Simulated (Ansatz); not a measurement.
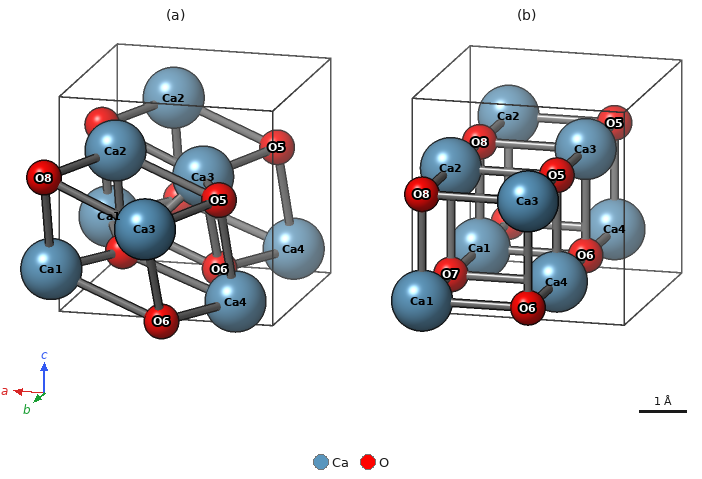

The structure of crystalline CaO (built on the FeSi-198 type type) before (left) and after (right) a relaxation, at one scale.

The picture is a ball-and-stick view of the cell of the calculation, repeated 1 × 2 × 1 with one cell outlined, seen from a free direction.

All numbers below come from DFT, PBEsol, plane waves, PAW in Ansatz 0.2.0. Settings: plane-wave cutoff 420 eV; k-point mesh 4 × 4 × 4; occupations fermi dirac; smearing width 0.03 eV; no spin polarisation; cell and atoms relaxed; force threshold 0.01 eV/Å; at most 120 steps.

### Summarise the run.

The largest moves relative to the cell, 0.93 Å, are those of Ca1, Ca2, Ca3 and Ca4. Ca1 goes along [−1 1 −1]. By element the largest moves are Ca 0.93 Å, O 0.75 Å. Cell: a = b = c 4.807 → 4.767 Å (−0.8 %). Volume −2.5 %. Some distances before and after: Ca1–O5 2.461 → 4.128 Å, Ca1–Ca2 4.375 → 3.371 Å, Ca1–Ca2 (another image) 2.948 → 3.371 Å, Ca1–O6 2.696 → 2.383 Å. Bonds break: Ca1–O5 (2.46 → 4.13 Å), Ca2–O6 (2.46 → 4.13 Å), Ca3–O7 (2.46 → 4.13 Å), Ca4–O8 (2.46 → 4.13 Å). Bond angles that change, for instance: O5–Ca2–O5 135.2° → 180.0°, Ca1–O7–Ca1 135.2° → 180.0°, Ca1–O7–Ca2 114.6° → 90.0°. The space group (tolerance 0.01 Å) goes from P2_13 (No. 198) to Fm-3m (No. 225). Over 7 accepted moves (9 points after the start) the energy falls by 888 meV per atom. Largest force component: 0.69 eV/Å at the start, 0.0005 eV/Å at the end. Pressure: −8.64 GPa at the start and 0.00 GPa at the end. At 2 points the geometry stayed and the basis and grid were re-selected for the new cell (energy shift of 0.8 meV per atom at most each time). Cost: 14 s on 2 threads of AMD EPYC 7R13 Processor (Zen 3) (shared host), peak memory 0.49 GiB.
